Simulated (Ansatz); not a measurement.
# Dielectric response of AgCl (001) films

Aim: the electronic and static ε of rocksalt AgCl (001) from films of several thicknesses in a field.

Program: Ansatz 0.2.0. Level of theory: plane-wave DFT, PBE, Ansatz PAW, in the first sound run; inputs show where later runs differ. Results are calculated unless marked as measured.

## 1. Set-up

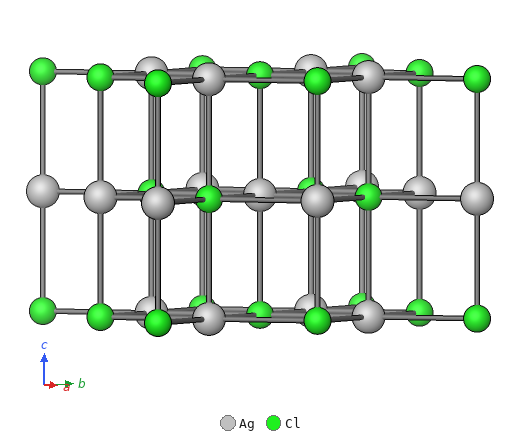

Start, viewed from the side, with the c axis up; silver light grey, chlorine green. 2×2×1 cells are drawn. Some periodic images of atoms are drawn too.

The cell holds 6 atoms: 3 Ag and 3 Cl. Its edges and angles: a = 3.924 Å, b = 3.924 Å, c = 23.550 Å, α = 90.0°, β = 90.0°, γ = 90.0°. It derives from AgCl (rocksalt AgCl). Vacuum lies along c.

As a file:

```cif
data_structure
_symmetry_space_group_name_H-M 'P 1'
_symmetry_Int_Tables_number 1
_cell_length_a 3.9244
_cell_length_b 3.9244
_cell_length_c 23.5500
_cell_angle_alpha 90.000
_cell_angle_beta 90.000
_cell_angle_gamma 90.000
_cell_volume 362.70
loop_
_atom_site_label
_atom_site_type_symbol
_atom_site_fract_x
_atom_site_fract_y
_atom_site_fract_z
_atom_site_occupancy
Ag1 Ag 0.50000 0.50000 0.38217 1
Cl2 Cl 0.00000 0.00000 0.38217 1
Ag3 Ag 0.00000 0.00000 0.50000 1
Cl4 Cl 0.50000 0.50000 0.50000 1
Ag5 Ag 0.50000 0.50000 0.61783 1
Cl6 Cl 0.00000 0.00000 0.61783 1
```

## 2. Relaxing the film, 6 atoms, units 3

The structure is relaxed first, because levels and dipoles at a surface follow the positions of the outer atoms.

File input.yaml:

```yaml
crystal:
  lattice:
    - [3.92444264, 0.0, 0.0]
    - [0.0, 3.92444264, 0.0]
    - [0.0, 0.0, 23.55]
  atoms:
    - { symbol: Ag, position: [0.5, 0.5, 0.3821656051] }
    - { symbol: Cl, position: [0.0, 0.0, 0.3821656051] }
    - { symbol: Ag, position: [0.0, 0.0, 0.5] }
    - { symbol: Cl, position: [0.5, 0.5, 0.5] }
    - { symbol: Ag, position: [0.5, 0.5, 0.6178343949] }
    - { symbol: Cl, position: [0.0, 0.0, 0.6178343949] }
kpoints:
  mp_grid: { grid: [8, 8, 1] }
hamiltonian:
  xc: pbe
scf:
  occupations: { method: fixed }
  convergence: { dr2_threshold: 1.0e-09 }
efield:
  axis: 3
  dipole_correction: true
  ramp_position: 0.97
  ramp_width: 0.06
relax:
  f_tol: 0.003
  max_steps: 100
output:
  write_potential: true
  write_density: true
  volumetric_format: npy
```

Command:

```sh
ansatz run input.yaml --threads 4 --pin off --max-ram 8192MiB --backend cpu --events-out ev --progress --plain --runs-dir out
```

Numbers of over 12 decimals in the logs are rounded to 6 here.

What it wrote:

```text
Engine: ansatz 0.2.0, aarch64-unknown-linux-gnu
Pseudopotentials: kind: paw
Pseudopotential: Ag, paw, valence charge 19, recommended cutoff 420 eV (normal), Ag.paw.azcp
Pseudopotential: Cl, paw, valence charge 7, recommended cutoff 420 eV (normal), Cl.paw.azcp
Functional definition: PBE
  parameter kappa = 0.804
  parameter beta = 0.066725
  exchange = pbe_x(kappa = kappa, mu = beta*pi^2/3)
  correlation = pbe_c(beta = beta)
Crystal: 6 atoms, lattice volume = 362.699 Å³
Basis set: ecut = 420 eV, 7127 PW (Γ), exchange–correlation on 54×54×320 points (8 copies of the dense FFT grid, shifted against one another)
Bands: 47, of which v1, the nominal top of the filled ones, is band 39 counted from 1 (38 counted from 0)
Symmetry: 8 space group operations
k-points: 15 of 64
Non-local potential: Ag, projectors of the file, l = 0: 3, l = 1: 2, l = 2: 2, l = 3: 1
Non-local potential: Cl, projectors of the file, l = 0: 2, l = 1: 2, l = 2: 2
PAW form: soft (Blöchl's): semilocal exchange-correlation on the pseudo side does not see the compensation charge
PAW one-centre angular grid: Ag, 590 points (default); XC on 64 Gauss nodes
PAW one-centre angular grid: Cl, 110 points (default); XC on 64 Gauss nodes
Initial density: superposition of atomic densities (neutral atoms: chi_scale 0, normalization atom), corrected by the library's trained network
Initial wavefunctions: pseudopotential atomic-orbital guess
Functional: x = pbe(κ = 0.804, μ = 0.219515), c = pbe(β = 0.066725)
SCF iter   1: F=—  HF=-26012.448343 eV  |F-HF|=—  |Δ(HF+E_count)|=         —  Δρ=6.21e-4  dr2=1.12e-3  ethr=1.77e-3  p=0.000 e·Å  D=7.59e-14 V/Å  ΔV_dip=-0.00 eV  dr2_dipole=4.90e-11  V_vac-E_F(+/−)=5.22/5.22 eV  ⟨swp⟩=5.2  Hψ=2404  notcnv=0  defer=88
efield: sawtooth ramp at fractional position 0.9700 (set: `efield.ramp_position`, or a place that a band, a saddle search or an elastic batch's reference lends), width 0.0600; the density the first Hamiltonian is built on has a dipole p = 0.000 e·Å; the dipole correction subtracts the counter field D = 7.59e-14 V/Å, which shifts the + side's vacuum level by -0.00 eV against the − side's; the planar-averaged density in the ramp window peaks in size at 3.9e-6 e/Å³
preconditioner: auto → Resta (q_TF=auto, 2.112 Å⁻¹)  ε∞=3.4  [insulator: Δε(μ)=0.976 eV  Ē_g=9.173 eV  n_scr=58 (ndim 8)  ℏωp=14.3 eV  f_vac=0.618  ε∞_Penn≈3.4  vacuum switching on, ρ_ref=6.1e-3 e/Å³]
SCF iter   2: F=—  HF=-26012.450805 eV  |F-HF|=—  |Δ(HF+E_count)|=   2.46e-3  Δρ=3.12e-4  dr2=2.70e-4  ethr=1.44e-6  p=0.000 e·Å  D=1.18e-6 V/Å  ΔV_dip=-0.00 eV  dr2_dipole=1.37e-10  V_vac-E_F(+/−)=5.22/5.22 eV  ⟨swp⟩=3.1  Hψ=1698  notcnv=0  defer=89
density mixer auto → msr1: gapped (density of states about μ 0.11 of a free-electron gas's, 58 screened modes)
SCF iter   3: F=—  HF=-26012.450902 eV  |F-HF|=—  |Δ(HF+E_count)|=   9.68e-5  Δρ=1.09e-4  dr2=3.66e-5  ethr=3.47e-7  p=-0.000 e·Å  D=-1.21e-6 V/Å  ΔV_dip=0.00 eV  dr2_dipole=3.84e-11  V_vac-E_F(+/−)=5.21/5.21 eV  ⟨swp⟩=2.0  Hψ=1075  notcnv=0  defer=89
SCF iter   4: F=—  HF=-26012.450938 eV  |F-HF|=—  |Δ(HF+E_count)|=   3.67e-5  Δρ=2.51e-5  dr2=3.82e-6  ethr=4.69e-8  p=-0.000 e·Å  D=-7.71e-9 V/Å  ΔV_dip=0.00 eV  dr2_dipole=3.28e-16  V_vac-E_F(+/−)=5.20/5.20 eV  ⟨swp⟩=2.0  Hψ=1008  notcnv=0  defer=84
SCF iter   5: F=—  HF=-26012.451134 eV  |F-HF|=—  |Δ(HF+E_count)|=   1.95e-4  Δρ=7.85e-6  dr2=2.95e-7  ethr=4.90e-9  p=-0.000 e·Å  D=-3.05e-7 V/Å  ΔV_dip=0.00 eV  dr2_dipole=1.99e-12  V_vac-E_F(+/−)=5.20/5.20 eV  ⟨swp⟩=2.1  Hψ=1056  notcnv=0  defer=76
SCF iter   6: F=—  HF=-26012.451134 eV  |F-HF|=—  |Δ(HF+E_count)|=   8.20e-8  Δρ=4.10e-6  dr2=5.32e-8  ethr=3.79e-10  p=0.000 e·Å  D=4.35e-8 V/Å  ΔV_dip=-0.00 eV  dr2_dipole=4.71e-14  V_vac-E_F(+/−)=5.20/5.20 eV  ⟨swp⟩=2.0  Hψ=1190  notcnv=0  defer=76
SCF iter   7: F=—  HF=-26012.451134 eV  |F-HF|=—  |Δ(HF+E_count)|=   9.08e-9  Δρ=1.36e-6  dr2=7.09e-9  ethr=6.83e-11  p=0.000 e·Å  D=1.69e-8 V/Å  ΔV_dip=-0.00 eV  dr2_dipole=1.01e-13  V_vac-E_F(+/−)=5.20/5.20 eV  ⟨swp⟩=2.0  Hψ=1205  notcnv=0  defer=76
SCF iter   8: F=-26012.451134 eV  HF=-26012.451134 eV  |F-HF|=5.02e-10  |Δ(HF+E_count)|=  4.00e-10  Δρ=2.73e-7  dr2=2.60e-10  ethr=1.28e-12  p=-0.000 e·Å  D=-3.59e-8 V/Å  ΔV_dip=0.00 eV  dr2_dipole=3.06e-14  V_vac-E_F(+/−)=5.20/5.20 eV  ⟨swp⟩=8.0  Hψ=3921  notcnv=0
SCF 1 converged in 8 iterations: F = -26012.451134 eV  dr2 = 2.60e-10
  greatest PAW one-centre occupation: 1.000 electrons in one spin orbital (limit 2), on the Ag atom at site 0 (counted from 0), in its partial waves of l = 0
relax step   1: F+E_penalty+E_count = -26012.45113387 eV  Δ(F+E_penalty+E_count) = +0.000e0 eV  max|allowed force component| = 2.298e-1 eV/Å  Δτ_max = 0.0000 Å  (8 SCF iters, accepted)
Initial density: handed on by an earlier stage of this run
Initial wavefunctions: those handed on with the density
iter 1 solved again at ethr=5.08e-5 eV; its pass at ethr=3.10e-3 eV (dr2=3.96e-2 eV) is discarded
SCF iter   1: F=—  HF=-26012.487757 eV  |F-HF|=—  |Δ(HF+E_count)|=         —  Δρ=1.71e-3  dr2=4.13e-2  ethr=5.08e-5  p=-0.000 e·Å  D=-3.59e-8 V/Å  ΔV_dip=0.00 eV  dr2_dipole=3.71e-15  V_vac-E_F(+/−)=5.19/5.19 eV  ⟨swp⟩=2.0  Hψ=2282  notcnv=0  defer=90
efield: sawtooth ramp at fractional position 0.9700 (set: `efield.ramp_position`, or a place that a band, a saddle search or an elastic batch's reference lends), width 0.0600; the density the first Hamiltonian is built on has a dipole p = -0.000 e·Å; the dipole correction subtracts the counter field D = -3.59e-8 V/Å, which shifts the + side's vacuum level by +0.00 eV against the − side's; the planar-averaged density in the ramp window peaks in size at 3.1e-7 e/Å³
preconditioner: auto → Resta (q_TF=auto, 2.112 Å⁻¹)  ε∞=3.5  [insulator: Δε(μ)=0.966 eV  Ē_g=9.150 eV  n_scr=58 (ndim 8)  ℏωp=14.3 eV  f_vac=0.615  ε∞_Penn≈3.5  vacuum switching on, ρ_ref=6.1e-3 e/Å³]
SCF iter   2: F=—  HF=-26012.478977 eV  |F-HF|=—  |Δ(HF+E_count)|=   8.78e-3  Δρ=8.27e-4  dr2=5.94e-3  ethr=5.08e-5  p=-0.000 e·Å  D=-9.50e-8 V/Å  ΔV_dip=0.00 eV  dr2_dipole=2.42e-13  V_vac-E_F(+/−)=5.41/5.41 eV  ⟨swp⟩=2.4  Hψ=1000  notcnv=0  defer=90  κ⁻¹=1.0e0(r=1)
density mixer auto → broyden: gapped, where msr1 would fit the directions that read negative (density of states about μ 0.10 of a free-electron gas's, 58 screened modes)
SCF iter   3: F=—  HF=-26012.477296 eV  |F-HF|=—  |Δ(HF+E_count)|=   1.68e-3  Δρ=3.00e-4  dr2=6.15e-4  ethr=7.62e-6  p=-0.000 e·Å  D=-1.90e-7 V/Å  ΔV_dip=0.00 eV  dr2_dipole=8.28e-14  V_vac-E_F(+/−)=5.48/5.48 eV  ⟨swp⟩=2.2  Hψ=975  notcnv=0  defer=90  κ⁻¹=3.0e-2(r=2)
[...]
SCF iter   3: F=—  HF=-26012.477975 eV  |F-HF|=—  |Δ(HF+E_count)|=   8.27e-6  Δρ=4.95e-5  dr2=8.29e-6  ethr=1.36e-7  p=0.000 e·Å  D=8.38e-9 V/Å  ΔV_dip=-0.00 eV  dr2_dipole=5.48e-16  V_vac-E_F(+/−)=5.52/5.52 eV  ⟨swp⟩=2.1  Hψ=968  notcnv=0  defer=81  κ⁻¹=3.5e-2(r=2)
SCF iter   4: F=—  HF=-26012.477970 eV  |F-HF|=—  |Δ(HF+E_count)|=   4.86e-6  Δρ=1.17e-5  dr2=3.83e-7  ethr=1.06e-8  p=0.000 e·Å  D=1.88e-8 V/Å  ΔV_dip=-0.00 eV  dr2_dipole=3.22e-16  V_vac-E_F(+/−)=5.52/5.52 eV  ⟨swp⟩=2.1  Hψ=1041  notcnv=0  defer=65  κ⁻¹=3.2e-3(r=3)
SCF iter   5: F=—  HF=-26012.478161 eV  |F-HF|=—  |Δ(HF+E_count)|=   1.91e-4  Δρ=5.97e-6  dr2=6.07e-8  ethr=4.91e-10  p=0.000 e·Å  D=2.20e-8 V/Å  ΔV_dip=-0.00 eV  dr2_dipole=1.23e-14  V_vac-E_F(+/−)=5.52/5.52 eV  ⟨swp⟩=2.1  Hψ=992  notcnv=0  defer=50  κ⁻¹=3.0e-4(r=4)
SCF iter   6: F=—  HF=-26012.478161 eV  |F-HF|=—  |Δ(HF+E_count)|=   4.96e-8  Δρ=1.18e-6  dr2=2.72e-9  ethr=7.78e-11  p=-0.000 e·Å  D=-4.97e-9 V/Å  ΔV_dip=0.00 eV  dr2_dipole=3.24e-18  V_vac-E_F(+/−)=5.52/5.52 eV  ⟨swp⟩=2.0  Hψ=1026  notcnv=0  defer=50  κ⁻¹=2.8e-5(r=5)
SCF iter   7: F=-26012.478161 eV  HF=-26012.478161 eV  |F-HF|=8.73e-10  |Δ(HF+E_count)|=   4.06e-9  Δρ=3.64e-7  dr2=3.26e-10  ethr=1.28e-12  p=-0.000 e·Å  D=-6.90e-9 V/Å  ΔV_dip=0.00 eV  dr2_dipole=1.10e-14  V_vac-E_F(+/−)=5.52/5.52 eV  ⟨swp⟩=7.0  Hψ=3824  notcnv=0
SCF 3 converged in 7 iterations: F = -26012.478161 eV  dr2 = 3.26e-10
relax step   3: F+E_penalty+E_count = -26012.47816128 eV  Δ(F+E_penalty+E_count) = -8.665e-4 eV  max|allowed force component| = 8.028e-3 eV/Å  Δτ_max = 0.0202 Å  (7 SCF iters, accepted)
[...]
relax step   4: F+E_penalty+E_count = -26012.47820892 eV  Δ(F+E_penalty+E_count) = -4.764e-5 eV  max|allowed force component| = 3.532e-3 eV/Å  Δτ_max = 0.0082 Å  (6 SCF iters, accepted)
SCF iter   1: F=—  HF=-26012.478035 eV  |F-HF|=—  |Δ(HF+E_count)|=         —  Δρ=2.27e-5  dr2=8.08e-6  ethr=1.91e-8  p=0.000 e·Å  D=2.27e-9 V/Å  ΔV_dip=-0.00 eV  dr2_dipole=5.03e-15  V_vac-E_F(+/−)=5.52/5.52 eV  ⟨swp⟩=3.1  Hψ=1725  notcnv=0  defer=85
efield: sawtooth ramp at fractional position 0.9700 (set: `efield.ramp_position`, or a place that a band, a saddle search or an elastic batch's reference lends), width 0.0600; the density the first Hamiltonian is built on has a dipole p = 0.000 e·Å; the dipole correction subtracts the counter field D = 2.27e-9 V/Å, which shifts the + side's vacuum level by -0.00 eV against the − side's; the planar-averaged density in the ramp window peaks in size at 3.1e-7 e/Å³
preconditioner: auto → Resta (q_TF=auto, 2.112 Å⁻¹)  ε∞=3.4  [insulator: Δε(μ)=1.091 eV  Ē_g=9.197 eV  n_scr=58 (ndim 8)  ℏωp=14.3 eV  f_vac=0.613  ε∞_Penn≈3.4  vacuum switching on, ρ_ref=6.1e-3 e/Å³]
SCF iter   2: F=—  HF=-26012.478007 eV  |F-HF|=—  |Δ(HF+E_count)|=   2.78e-5  Δρ=1.18e-5  dr2=1.36e-6  ethr=1.04e-8  p=0.000 e·Å  D=1.28e-8 V/Å  ΔV_dip=-0.00 eV  dr2_dipole=1.04e-15  V_vac-E_F(+/−)=5.52/5.52 eV  ⟨swp⟩=1.3  Hψ=830  notcnv=0  defer=64  κ⁻¹=1.0e0(r=1)
density mixer auto → broyden: gapped, where msr1 would fit the directions that read negative (density of states about μ 0.09 of a free-electron gas's, 58 screened modes)
SCF iter   3: F=—  HF=-26012.478216 eV  |F-HF|=—  |Δ(HF+E_count)|=   2.09e-4  Δρ=5.85e-6  dr2=1.69e-7  ethr=1.74e-9  p=0.000 e·Å  D=1.96e-8 V/Å  ΔV_dip=-0.00 eV  dr2_dipole=1.09e-14  V_vac-E_F(+/−)=5.52/5.52 eV  ⟨swp⟩=2.1  Hψ=946  notcnv=0  defer=46  κ⁻¹=3.6e-2(r=2)
SCF iter   4: F=—  HF=-26012.478216 eV  |F-HF|=—  |Δ(HF+E_count)|=   2.83e-8  Δρ=1.63e-6  dr2=1.75e-8  ethr=2.17e-10  p=-0.000 e·Å  D=-7.23e-9 V/Å  ΔV_dip=0.00 eV  dr2_dipole=3.59e-15  V_vac-E_F(+/−)=5.52/5.52 eV  ⟨swp⟩=2.1  Hψ=1060  notcnv=0  defer=46  κ⁻¹=5.3e-3(r=3)
SCF iter   5: F=—  HF=-26012.478216 eV  |F-HF|=—  |Δ(HF+E_count)|=  8.48e-10  Δρ=9.75e-7  dr2=2.47e-9  ethr=2.24e-11  p=-0.000 e·Å  D=-2.00e-8 V/Å  ΔV_dip=0.00 eV  dr2_dipole=2.58e-14  V_vac-E_F(+/−)=5.52/5.52 eV  ⟨swp⟩=2.0  Hψ=959  notcnv=0  defer=46  κ⁻¹=3.9e-4(r=4)
SCF iter   6: F=-26012.478216 eV  HF=-26012.478216 eV  |F-HF|=4.73e-11  |Δ(HF+E_count)|=   2.11e-9  Δρ=1.75e-7  dr2=1.03e-10  ethr=1.28e-12  p=0.000 e·Å  D=2.57e-8 V/Å  ΔV_dip=-0.00 eV  dr2_dipole=3.71e-15  V_vac-E_F(+/−)=5.52/5.52 eV  ⟨swp⟩=7.0  Hψ=3805  notcnv=0
SCF 5 converged in 6 iterations: F = -26012.478216 eV  dr2 = 1.03e-10
relax step   5: F+E_penalty+E_count = -26012.47821616 eV  Δ(F+E_penalty+E_count) = -7.239e-6 eV  max|allowed force component| = 7.928e-5 eV/Å  Δτ_max = 0.0018 Å  (6 SCF iters, accepted)
NSCF: frozen V_eff on 15 k-points
the band table was solved once a step of the walk had ended and its energy, with any forces and stress, was formed, with the checks that follow a solve (3858 applications of the Hamiltonian). They found nothing against the state; the energy, forces and stress were not computed again (output.eigenvalues in the input reference)
SCF converged after 6 iterations
Stability not checked: this state was not tested for a lower state beside it, because the mixer in use, unlike msr1, does not test its closes by its own steps (another_mixer; see scf.mixing.algorithm and scf.lower_state_search)
Free energy (F): -26012.478216 eV
Harris-Foulkes:  -26012.478216 eV  (|F-HF|=4.73e-11)
Internal energy: -26012.478216 eV  (E = F + TS)
E sigma→0 (E₀):  -26012.478216 eV
Fermi energy:    -0.716065 eV
Dipole field:    D = -0.000000 V/Å  (p = -0.000000 e·Å, saw-weighted, corrected)
Work function:   Φ+ = 5.5191 eV   Φ− = 5.5191 eV
Levels:          The Fermi level and band energies are counted from a zero that moves with the ramp; work functions are not
--- Per-component energies (eV) ---
  E_band       = -1761.471421
  E_kinetic    = 2064.991961
  E_local      = -70315.206950  (includes V_loc(G=0)·N_el)
  E_nonlocal   = 337.900298
  E_hartree    = 34226.361448
  E_xc         = -868.329844
  E_vxc        = -1060.174977  (∫ρ·V_xc dr)
  E_paw        = -13694.686201  (= ΣΔE_a)
  E_vpaw       = -1241.706247  (= ΣTr[D̂ρ^β])
  E_aug_tail   = 0.001221  (compensation charges beyond the density's cutoff)
  E_efield     = 0.000000  (sawtooth field / dipole correction)
  E_vefield    = 0.000000  (∫n·V_field dr)
  E_ewald      = 22236.489850
  E_smearing   = -0.000000  (= −TS)
  E_closure    = 0.000000  (closes the sum)
  Σ components = -26012.478216   (vs F -26012.478216, Δ=0.00e0)
--- Forces (eV/Å), atoms counted from 1 ---
  atom   1  Ag     0.00000000    -0.00000000     0.00007905
  atom   2  Cl     0.00000000     0.00000000     0.00005557
  atom   3  Ag    -0.00000000     0.00000000    -0.00000019
  atom   4  Cl     0.00000000    -0.00000000     0.00000034
  atom   5  Ag    -0.00000000     0.00000000    -0.00007927
  atom   6  Cl    -0.00000000     0.00000000    -0.00005548
  max |Σ_I F_I| component: 1.17e-8 eV/Å
--- Band table (eV; the first three rows and the last of 15) ---
  k-point 0: bands = [... 35 lower, -2.5685, -2.5685, -2.2204, -2.1698, 0.3745, 1.2875, 1.8842, 4.2932, ... 4 higher]
  k-point 1: bands = [... 35 lower, -2.2655, -2.2416, -1.9722, -1.9070, 0.8307, 1.5960, 2.1895, 4.3841, ... 4 higher]
  k-point 2: bands = [... 35 lower, -1.6505, -1.6487, -1.5663, -1.5305, 1.8433, 2.3518, 2.9364, 4.5631, ... 4 higher]
  k-point 14: bands = [... 35 lower, -2.6805, -2.6509, -2.2828, -2.1008, 1.5849, 2.2128, 2.2645, 6.6922, ... 4 higher]
--- Relaxed structure (5 steps of the walk, 5 accepted, 0 SCFs on fresh bases) ---
  F+E_penalty+E_count = -26012.47821616 eV   max|allowed force component| = 7.928e-5 eV/Å
  atoms:
    - { symbol: Ag, position: [0.500000, 0.500000, 0.381796] }
    - { symbol: Cl, position: [-6.314720851297532e-18, 0, 0.376749] }
    - { symbol: Ag, position: [0, 0, 0.500000] }
    - { symbol: Cl, position: [0.500000, 0.500000, 0.500000] }
    - { symbol: Ag, position: [0.500000, 0.500000, 0.618204] }
    - { symbol: Cl, position: [6.31472077289987e-18, 0, 0.623251] }
```

Wall time 23 s (4 threads of Arm Neoverse V1, shared host); peak memory 0.75 GiB.

Step by step:

| step | energy less that of the first step (eV) | largest force component (eV/Å) |
| --- | --- | --- |
| 1 | 0.0000 | 0.2298 |
| 2 | -0.0262 | 0.0231 |
| 3 | -0.0270 | 0.0080 |
| 4 | -0.0271 | 0.0035 |
| 5 | -0.0271 | 0.0001 |

The run keeps the 8 symmetry operations that it works with, so distortions that break them were not tested.

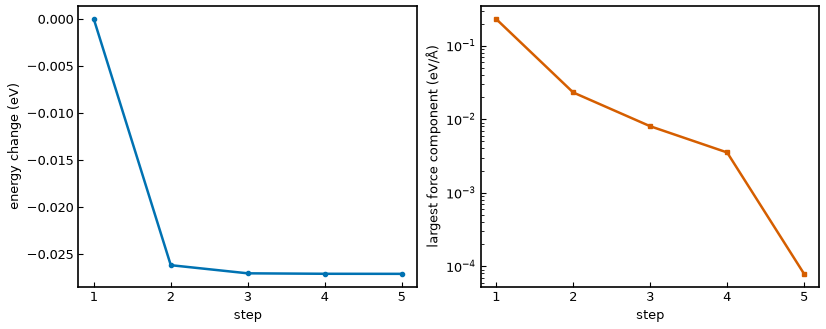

Energy and largest force along the relaxation.

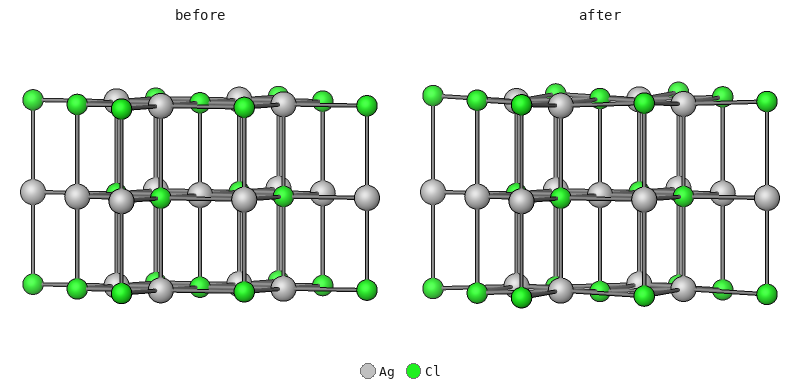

The structure before and after the relaxation, drawn at the same scale.

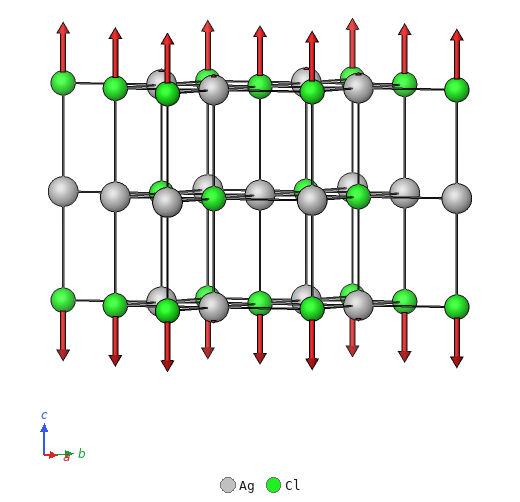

Displacements in the relaxation, exaggerated; the longest in the cell stands for 0.13 Å. 2×2×1 cells are drawn. Some periodic images of atoms are drawn too.

The atoms that moved most (Å):

| atom | dx | dy | dz | length |
| --- | --- | --- | --- | --- |
| Cl2 | 0.000 | 0.000 | -0.128 | 0.128 |
| Cl6 | 0.000 | 0.000 | 0.128 | 0.128 |
| Ag1 | 0.000 | 0.000 | -0.009 | 0.009 |
| Ag5 | 0.000 | 0.000 | 0.009 | 0.009 |

The relaxed structure:

```xyz
6
Lattice="3.9244 0.0000 0.0000 0.0000 3.9244 0.0000 0.0000 0.0000 23.5500" Properties=species:S:1:pos:R:3
Ag    1.9622    1.9622    8.9913
Cl    0.0000    0.0000    8.8724
Ag    0.0000    0.0000   11.7750
Cl    1.9622    1.9622   11.7750
Ag    1.9622    1.9622   14.5587
Cl    0.0000    0.0000   14.6776
```

Numbers from this step:

| Property | Result |
| --- | --- |
| gap on the k-mesh | 1.091 eV |
| dipole along the normal | -7.06e-8 e·Å |
| ionisation energy, upper face | 5.519 eV |
| electron affinity, upper face | 4.429 eV |

Running mean over 2.775 Å of the planar mean; the ramp of the sawtooth is left out. The electron's electrostatic potential energy less the highest filled level by z:

| z (Å) | electron's electrostatic potential energy less the highest filled level (eV) |
| --- | --- |
| 4 | 5.52 |
| 6 | 5.47 |
| 8 | -0.496 |
| 10 | -1.76 |
| 12 | -2.09 |
| 14 | -1.95 |
| 16 | 1.71 |
| 18 | 5.51 |
| 20 | 5.52 |

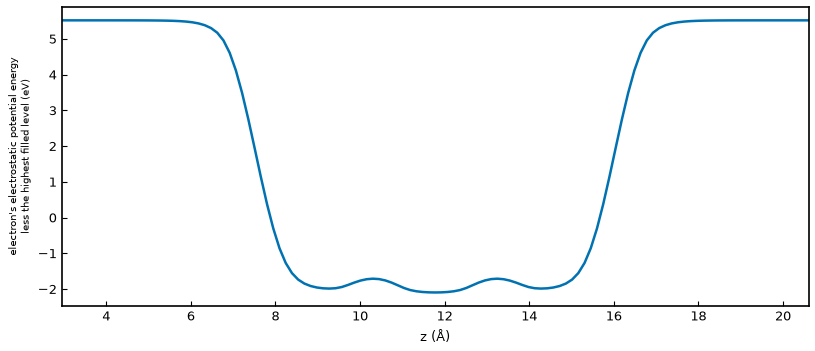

Electron's electrostatic potential energy less the highest filled level against z.

The relaxation took 5 steps and lowered the energy by 0.027 eV; the largest force on the free atoms ends at 7.9e-5 eV/Å.

The gap is 1.09 eV, with the valence edge 5.52 eV and the conduction edge 4.43 eV under the upper vacuum level.

(Continued in part 2 of 5.)

[Logs are printed without paths, hosts, clocks, repeated set-up lines and the standing remarks that a program may print on its own settings, such as how far it seeks lower states.]

[Hosts, paths, dates, database ids (printed as entryN), source tags and the programs' standing remarks are cut or masked in the printed files.]

[Maps of the electrostatic potential energy from Ansatz leave out the sawtooth potential of an applied field or a dipole correction, so their vacuum need not be flat; planar profiles and work functions include it.]
